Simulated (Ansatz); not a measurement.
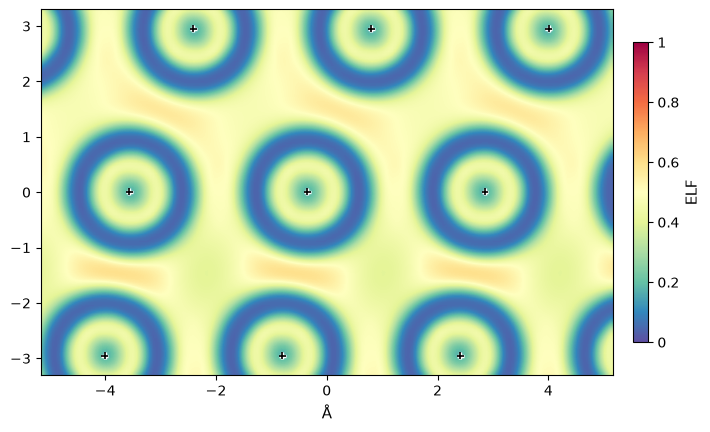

The ELF on a plane through atoms (crosses mark nuclei in the plane).

The calculation used DFT PBEsol, scalar-relativistic, plane waves, PAW (Ansatz 0.2.0).

Candidates:
A. Mg, a = 3.21 Å, b = 5.21 Å, c = 3.21 Å, α = 90.00°, β = 120.00°, γ = 90.00°. Space group P2₁/m; changed on purpose from its base cell (atom 1 (Mg) moved by (-0.450, +0.450) A along x and y).
B. Y, a = 3.60 Å, b = 3.60 Å, c = 4.85 Å, α = 90.00°, β = 90.00°, γ = 90.00°. Space group I4/mmm; changed on purpose from its base cell (strain +0.025 along x and y, -0.025 along z, atoms carried along); computed without spin polarisation.

**Which system is this?**

Candidate A: Mg on the (011̄) plane of the conventional cell, which holds Mg. Mg–Mg (2.99 Å): the ELF reaches about 0.60 near the midpoint. Mg–Mg (3.16 Å): the ELF reaches about 0.55 near the midpoint.
